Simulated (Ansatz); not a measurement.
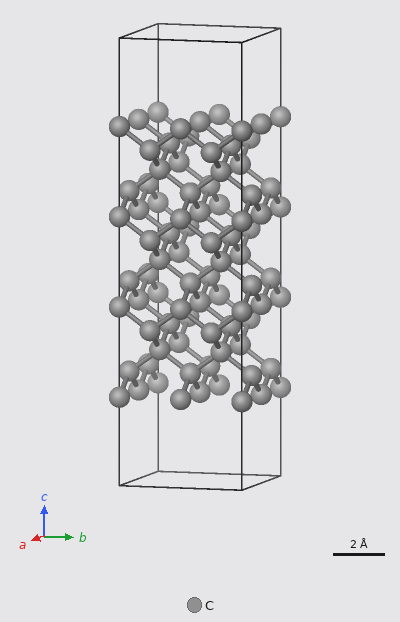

Figure 1. The starting structure (ball-and-stick view of the 2 × 2 repeat of the cell, with the vacuum cut short, seen slightly off an axis). An atom can appear more than once, as a periodic image.

## Geometry relaxation, with input and output: C (part 1 of 2)

The run: geometry relaxation of C (slab, 13 atoms in the cell). Method and program: DFT PBE, scalar-relativistic, plane waves, PAW, no spin polarisation (Ansatz 0.2.0).

The structure derives from an entry of the Crystallography Open Database. The input holds or restrains some coordinates. Forces given for the steps count only the free coordinates. It belongs to a series of runs on one base structure; here: clean surface, atoms relaxed.

Input:
```yaml
crystal:
  lattice:
    - [2.52210847, 0.0, 0.0]
    - [0.0, 2.52210847, 0.0]
    - [0.0, 0.0, 30.7003999804]
  atoms:
    - { symbol: C, position: [0.0, 0.0, 0.3257286552] }
    - { symbol: C, position: [0.5, 0.0, 0.3547738762] }
    - { symbol: C, position: [0.5, 0.5, 0.3838191066] }
    - { symbol: C, position: [0.0, 0.5, 0.4128643276] }
    - { symbol: C, position: [0.0, 0.0, 0.4419095486] }
    - { symbol: C, position: [0.5, 0.0, 0.470954779] }
    - { symbol: C, position: [0.5, 0.5, 0.5] }
    - { symbol: C, position: [0.0, 0.5, 0.529045221] }
    - { symbol: C, position: [0.0, 0.0, 0.5580904514] }
    - { symbol: C, position: [0.5, 0.0, 0.5871356724] }
    - { symbol: C, position: [0.5, 0.5, 0.6161808934] }
    - { symbol: C, position: [0.0, 0.5, 0.6452261238] }
    - { symbol: C, position: [0.0, 0.0, 0.6742713448] }
basis:
  ecutwfc: 600.0
  fft_grid_basis: typed
kpoints:
  mp_grid: { grid: [10, 10, 1] }
hamiltonian:
  xc: pbe
  pseudopotentials: { kind: paw }
scf:
  occupations: { method: gaussian, width: 0.1 }
output:
  forces: true
  eigenvalues: true
efield:
  axis: 3
  dipole_correction: true
  ramp_width: 0.04
relax:
  adjacent_minimum: "off"
  f_tol: 0.04
  max_steps: 40
  constraints: [{ sites: [0, 1, 2, 3, 4, 5] }]
```

Run on 2 threads of Intel Xeon (Sapphire Rapids), 64 GiB of memory available, shared host.

Launch command:
```bash
ansatz run input.yaml --threads 2 --pin off --max-ram 4423MiB --backend cpu --events-out ev --progress --plain --runs-dir out
```

Output:
```
Engine: ansatz 0.2.0, x86_64-unknown-linux-gnu
Pseudopotentials: kind: paw
Pseudopotential: C, paw, valence charge 4, recommended cutoff 420 eV (normal), C.paw.azcp
Functional definition: PBE
  parameter kappa = 0.804
  parameter beta = 0.06672455060314922
  exchange = pbe_x(kappa = kappa, mu = beta*pi^2/3)
  correlation = pbe_c(beta = beta)
Crystal: 13 atoms, lattice volume = 195.286 Å³
Basis set: ecut = 600 eV, 6411 PW (Γ), exchange–correlation on 48×48×500 points (8 copies of the dense FFT grid, shifted against one another)
Bands: 39, of which v1, the nominal top of the filled ones, is band 26 counted from 1 (25 counted from 0)
Symmetry: 4 space group operations
k-points: 36 of 100
Non-local potential: C, projectors of the file, l = 0: 2, l = 1: 2, l = 2: 1
PAW form: soft (Blöchl's): semilocal exchange-correlation on the pseudo side does not see the compensation charge
PAW one-centre angular grid: C, 110 points (default); XC on 64 Gauss nodes
Initial density: superposition of atomic densities (neutral atoms: chi_scale 0, normalization atom), corrected by the library's trained network
Initial wavefunctions: pseudopotential atomic-orbital guess
Functional: x = pbe(κ = 0.804, μ = 0.2195149727645171), c = pbe(β = 0.06672455060314922)
SCF iter   1: F=—  HF=-3253.634238 eV  |F-HF|=—  |Δ(HF+E_count)|=         —  Δρ=5.63e-3  dr2=4.93e-1  ethr=1.77e-3  p=0.000 e·Å  D=7.57e-14 V/Å  ΔV_dip=-0.00 eV  dr2_dipole=4.78e-6  V_vac-E_F(+/−)=7.23/7.23 eV  ⟨swp⟩=8.1  Hψ=8508  notcnv=0  defer=114
efield: sawtooth ramp at fractional position 0.9800 (placed from the atoms, in the widest stretch of the axis that holds none; the zero of the levels goes with the place), width 0.0400; the density the first Hamiltonian is built on has a dipole p = 0.000 e·Å; the dipole correction subtracts the counter field D = 7.57e-14 V/Å, which shifts the + side's vacuum level by -0.00 eV against the − side's; the planar-averaged density in the ramp window peaks in size at 2.5e-6 e/Å³
preconditioner: auto → LDOS  [metal: Δε(μ)=0.076 eV  Ē_g=15.590 eV  σ=0.100 eV  W_gap=0.38  n_scr=20 (ndim 8)  ℏωp=19.2 eV  f_vac=0.553  D(μ)=2.05/eV (n_scr^D=12)  β→1.0]
SCF iter   2: F=—  HF=-3253.591651 eV  |F-HF|=—  |Δ(HF+E_count)|=   4.26e-2  Δρ=2.54e-3  dr2=2.68e-2  ethr=9.48e-4  p=0.000 e·Å  D=3.67e-5 V/Å  ΔV_dip=-0.00 eV  dr2_dipole=3.55e-6  V_vac-E_F(+/−)=7.36/7.36 eV  ⟨swp⟩=2.3  Hψ=1867  notcnv=0  defer=222
SCF iter   3: F=—  HF=-3253.586725 eV  |F-HF|=—  |Δ(HF+E_count)|=   4.93e-3  Δρ=1.09e-3  dr2=7.37e-3  ethr=5.15e-5  p=0.000 e·Å  D=5.47e-6 V/Å  ΔV_dip=-0.00 eV  dr2_dipole=2.22e-7  V_vac-E_F(+/−)=7.47/7.47 eV  ⟨swp⟩=2.8  Hψ=2688  notcnv=0  defer=222
SCF iter   4: F=—  HF=-3253.585656 eV  |F-HF|=—  |Δ(HF+E_count)|=   1.07e-3  Δρ=2.38e-4  dr2=2.86e-4  ethr=1.42e-5  p=0.000 e·Å  D=9.31e-7 V/Å  ΔV_dip=-0.00 eV  dr2_dipole=2.37e-8  V_vac-E_F(+/−)=7.50/7.50 eV  ⟨swp⟩=2.1  Hψ=1842  notcnv=0  defer=222
iter 5 did not close the SCF: its close was put off for the readings that it lacked (scf_convergence_deferred on its scf_iter line)
SCF iter   5: F=-3253.585602 eV  HF=-3253.585618 eV  |F-HF|=1.61e-5  |Δ(HF+E_count)|=   3.80e-5  Δρ=8.02e-5  dr2=2.53e-5  ethr=5.50e-7  p=0.000 e·Å  D=1.36e-7 V/Å  ΔV_dip=-0.00 eV  dr2_dipole=5.51e-9  V_vac-E_F(+/−)=7.51/7.51 eV  ⟨swp⟩=2.6  Hψ=2521  notcnv=0  defer=221
SCF iter   6: F=-3253.585616 eV  HF=-3253.585617 eV  |F-HF|=4.30e-7  |Δ(HF+E_count)|=   1.79e-6  Δρ=2.97e-5  dr2=2.05e-6  ethr=4.87e-8  p=-0.000 e·Å  D=-1.18e-7 V/Å  ΔV_dip=0.00 eV  dr2_dipole=5.31e-10  V_vac-E_F(+/−)=7.52/7.52 eV  ⟨swp⟩=17.9  Hψ=10622  notcnv=0
SCF 1 converged in 6 iterations: F = -3253.585616 eV  dr2 = 2.05e-6
  greatest PAW one-centre occupation: 0.660 electrons in one spin orbital (limit 2), on the C atom at site 0 (counted from 0), in its partial waves of l = 0
relax step   1: F+E_penalty+E_count = -3253.58561609 eV  Δ(F+E_penalty+E_count) = +0.000e0 eV  max|allowed force component| = 2.395e0 eV/Å  Δτ_max = 0.0000 Å  (6 SCF iters, dr2 threshold 4.00e-5 eV, accepted)
Initial density: handed on by an earlier stage of this run
Initial wavefunctions: those handed on with the density
iter 1 solved again at ethr=1.42e-4 eV; its pass at ethr=3.10e-3 eV (dr2=7.39e-2 eV) is discarded
SCF iter   1: F=—  HF=-3253.683865 eV  |F-HF|=—  |Δ(HF+E_count)|=         —  Δρ=2.73e-3  dr2=7.32e-2  ethr=1.42e-4  p=-0.000 e·Å  D=-1.20e-7 V/Å  ΔV_dip=0.00 eV  dr2_dipole=3.62e-2  V_vac-E_F(+/−)=7.48/7.48 eV  ⟨swp⟩=2.0  Hψ=4408  notcnv=0  defer=222
efield: sawtooth ramp at fractional position 0.9800 (handed on by an earlier solve), width 0.0400; the density the first Hamiltonian is built on has a dipole p = -0.000 e·Å; the dipole correction subtracts the counter field D = -1.20e-7 V/Å, which shifts the + side's vacuum level by +0.00 eV against the − side's; the planar-averaged density in the ramp window peaks in size at 3.9e-8 e/Å³
preconditioner: auto → LDOS  [metal: Δε(μ)=0.058 eV  Ē_g=15.701 eV  σ=0.100 eV  W_gap=0.31  n_scr=20 (ndim 8)  ℏωp=19.2 eV  f_vac=0.553  D(μ)=1.91/eV (n_scr^D=12)  β→1.0]
SCF iter   2: F=—  HF=-3253.679971 eV  |F-HF|=—  |Δ(HF+E_count)|=   3.89e-3  Δρ=9.56e-4  dr2=1.33e-3  ethr=1.41e-4  p=0.005 e·Å  D=4.48e-3 V/Å  ΔV_dip=-0.14 eV  dr2_dipole=1.55e-5  V_vac-E_F(+/−)=7.39/7.53 eV  ⟨swp⟩=2.1  Hψ=1545  notcnv=0  defer=222
SCF iter   3: F=—  HF=-3253.680077 eV  |F-HF|=—  |Δ(HF+E_count)|=   1.06e-4  Δρ=3.56e-4  dr2=2.55e-3  ethr=2.55e-6  p=0.005 e·Å  D=4.73e-3 V/Å  ΔV_dip=-0.15 eV  dr2_dipole=1.25e-3  V_vac-E_F(+/−)=7.39/7.53 eV  ⟨swp⟩=2.6  Hψ=2216  notcnv=0  defer=228
SCF iter   4: F=—  HF=-3253.679993 eV  |F-HF|=—  |Δ(HF+E_count)|=   8.38e-5  Δρ=1.32e-4  dr2=1.17e-4  ethr=2.55e-6  p=0.005 e·Å  D=4.77e-3 V/Å  ΔV_dip=-0.15 eV  dr2_dipole=3.39e-5  V_vac-E_F(+/−)=7.38/7.53 eV  ⟨swp⟩=1.9  Hψ=1283  notcnv=0  defer=228
SCF iter   5: F=-3253.679989 eV  HF=-3253.679996 eV  |F-HF|=6.51e-6  |Δ(HF+E_count)|=   2.98e-6  Δρ=4.75e-5  dr2=7.29e-6  ethr=1.92e-7  p=0.005 e·Å  D=5.03e-3 V/Å  ΔV_dip=-0.15 eV  dr2_dipole=5.23e-7  V_vac-E_F(+/−)=7.38/7.53 eV  ⟨swp⟩=16.4  Hψ=9938  notcnv=0
SCF 2 converged in 5 iterations: F = -3253.679989 eV  dr2 = 7.29e-6
  greatest PAW one-centre occupation: 0.663 electrons in one spin orbital (limit 2), on the C atom at site 12 (counted from 0), in its partial waves of l = 0
relax step   2: F+E_penalty+E_count = -3253.67998924 eV  Δ(F+E_penalty+E_count) = -9.437e-2 eV  max|allowed force component| = 1.317e0 eV/Å  Δτ_max = 0.0449 Å  (5 SCF iters, dr2 threshold 1.00e-4 eV, accepted)
SCF iter   1: F=—  HF=-3253.712320 eV  |F-HF|=—  |Δ(HF+E_count)|=         —  Δρ=2.60e-3  dr2=6.40e-2  ethr=7.08e-4  p=0.005 e·Å  D=5.03e-3 V/Å  ΔV_dip=-0.15 eV  dr2_dipole=2.86e-2  V_vac-E_F(+/−)=7.35/7.50 eV  ⟨swp⟩=3.1  Hψ=2897  notcnv=0  defer=222
efield: sawtooth ramp at fractional position 0.9800 (handed on by an earlier solve), width 0.0400; the density the first Hamiltonian is built on has a dipole p = 0.005 e·Å; the dipole correction subtracts the counter field D = 5.03e-3 V/Å, which shifts the + side's vacuum level by -0.15 eV against the − side's; the planar-averaged density in the ramp window peaks in size at 6.1e-8 e/Å³
preconditioner: auto → LDOS  [metal: Δε(μ)=0.082 eV  Ē_g=15.721 eV  σ=0.100 eV  W_gap=0.44  n_scr=20 (ndim 8)  ℏωp=19.2 eV  f_vac=0.553  D(μ)=1.88/eV (n_scr^D=12)  β→1.0]
SCF iter   2: F=—  HF=-3253.708348 eV  |F-HF|=—  |Δ(HF+E_count)|=   3.97e-3  Δρ=1.16e-3  dr2=2.06e-3  ethr=1.23e-4  p=0.010 e·Å  D=9.56e-3 V/Å  ΔV_dip=-0.29 eV  dr2_dipole=1.85e-9  V_vac-E_F(+/−)=7.25/7.54 eV  ⟨swp⟩=2.5  Hψ=2266  notcnv=0  defer=225
SCF iter   3: F=—  HF=-3253.707993 eV  |F-HF|=—  |Δ(HF+E_count)|=   3.56e-4  Δρ=5.00e-4  dr2=2.99e-3  ethr=3.96e-6  p=0.010 e·Å  D=9.48e-3 V/Å  ΔV_dip=-0.29 eV  dr2_dipole=1.33e-3  V_vac-E_F(+/−)=7.26/7.55 eV  ⟨swp⟩=3.1  Hψ=2432  notcnv=0  defer=225
SCF iter   4: F=—  HF=-3253.707841 eV  |F-HF|=—  |Δ(HF+E_count)|=   1.52e-4  Δρ=1.98e-4  dr2=2.89e-4  ethr=3.96e-6  p=0.010 e·Å  D=9.54e-3 V/Å  ΔV_dip=-0.29 eV  dr2_dipole=8.88e-5  V_vac-E_F(+/−)=7.25/7.54 eV  ⟨swp⟩=2.0  Hψ=1430  notcnv=0  defer=225
SCF iter   5: F=-3253.707830 eV  HF=-3253.707841 eV  |F-HF|=1.05e-5  |Δ(HF+E_count)|=   4.27e-8  Δρ=7.72e-5  dr2=1.32e-5  ethr=1.92e-7  p=0.011 e·Å  D=9.87e-3 V/Å  ΔV_dip=-0.30 eV  dr2_dipole=1.15e-6  V_vac-E_F(+/−)=7.24/7.54 eV  ⟨swp⟩=17.0  Hψ=10076  notcnv=0
SCF 3 converged in 5 iterations: F = -3253.707830 eV  dr2 = 1.32e-5
  greatest PAW one-centre occupation: 0.665 electrons in one spin orbital (limit 2), on the C atom at site 12 (counted from 0), in its partial waves of l = 0
relax step   3: F+E_penalty+E_count = -3253.70783033 eV  Δ(F+E_penalty+E_count) = -2.784e-2 eV  max|allowed force component| = 1.182e-1 eV/Å  Δτ_max = 0.0242 Å  (5 SCF iters, dr2 threshold 1.00e-4 eV, accepted)
SCF iter   1: F=—  HF=-3253.708102 eV  |F-HF|=—  |Δ(HF+E_count)|=         —  Δρ=2.54e-4  dr2=9.67e-5  ethr=1.50e-5  p=0.011 e·Å  D=9.87e-3 V/Å  ΔV_dip=-0.30 eV  dr2_dipole=9.66e-6  V_vac-E_F(+/−)=7.24/7.54 eV  ⟨swp⟩=1.0  Hψ=1980  notcnv=0
efield: sawtooth ramp at fractional position 0.9800 (handed on by an earlier solve), width 0.0400; the density the first Hamiltonian is built on has a dipole p = 0.011 e·Å; the dipole correction subtracts the counter field D = 9.87e-3 V/Å, which shifts the + side's vacuum level by -0.30 eV against the − side's; the planar-averaged density in the ramp window peaks in size at 8.6e-8 e/Å³
preconditioner: auto → LDOS  [metal: Δε(μ)=0.058 eV  Ē_g=15.719 eV  σ=0.100 eV  W_gap=0.32  n_scr=20 (ndim 8)  ℏωp=19.2 eV  f_vac=0.553  D(μ)=2.02/eV (n_scr^D=12)  β→1.0]
SCF iter   2: F=—  HF=-3253.708046 eV  |F-HF|=—  |Δ(HF+E_count)|=   5.56e-5  Δρ=1.18e-4  dr2=5.14e-5  ethr=1.86e-7  p=0.011 e·Å  D=9.93e-3 V/Å  ΔV_dip=-0.30 eV  dr2_dipole=9.27e-6  V_vac-E_F(+/−)=7.24/7.55 eV  ⟨swp⟩=3.0  Hψ=3283  notcnv=0  defer=1
SCF iter   3: F=—  HF=-3253.708037 eV  |F-HF|=—  |Δ(HF+E_count)|=   9.33e-6  Δρ=3.22e-5  dr2=2.26e-6  ethr=9.89e-8  p=0.011 e·Å  D=9.94e-3 V/Å  ΔV_dip=-0.31 eV  dr2_dipole=8.39e-9  V_vac-E_F(+/−)=7.24/7.55 eV  ⟨swp⟩=2.0  Hψ=1948  notcnv=0  defer=1
SCF iter   4: F=—  HF=-3253.708037 eV  |F-HF|=—  |Δ(HF+E_count)|=   3.59e-7  Δρ=1.00e-5  dr2=2.11e-7  ethr=4.34e-9  p=0.011 e·Å  D=9.96e-3 V/Å  ΔV_dip=-0.31 eV  dr2_dipole=4.54e-12  V_vac-E_F(+/−)=7.24/7.55 eV  ⟨swp⟩=2.4  Hψ=2202  notcnv=0  defer=1
SCF iter   5: F=-3253.708037 eV  HF=-3253.708037 eV  |F-HF|=2.05e-8  |Δ(HF+E_count)|=   2.42e-8  Δρ=2.86e-6  dr2=4.68e-8  ethr=1.92e-10  p=0.011 e·Å  D=9.97e-3 V/Å  ΔV_dip=-0.31 eV  dr2_dipole=8.54e-9  V_vac-E_F(+/−)=7.24/7.55 eV  ⟨swp⟩=13.3  Hψ=7903  notcnv=0
SCF 4 converged in 5 iterations: F = -3253.708037 eV  dr2 = 4.68e-8
relax step   4: F+E_penalty+E_count = -3253.70803681 eV  Δ(F+E_penalty+E_count) = -2.065e-4 eV  max|allowed force component| = 4.502e-3 eV/Å  Δτ_max = 0.0028 Å  (5 SCF iters, accepted)
```

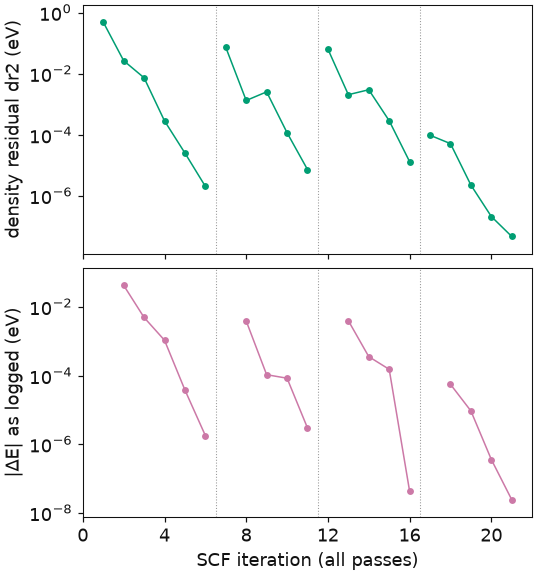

Figure 2. Convergence of the self-consistent field: density residual dr2 and size of the energy change against the SCF iteration. The dotted lines part the SCF passes of the relaxation: geometry steps, rejected trials and re-solves on a re-selected basis. The passes take 6, 5, 5 and 5 iterations.
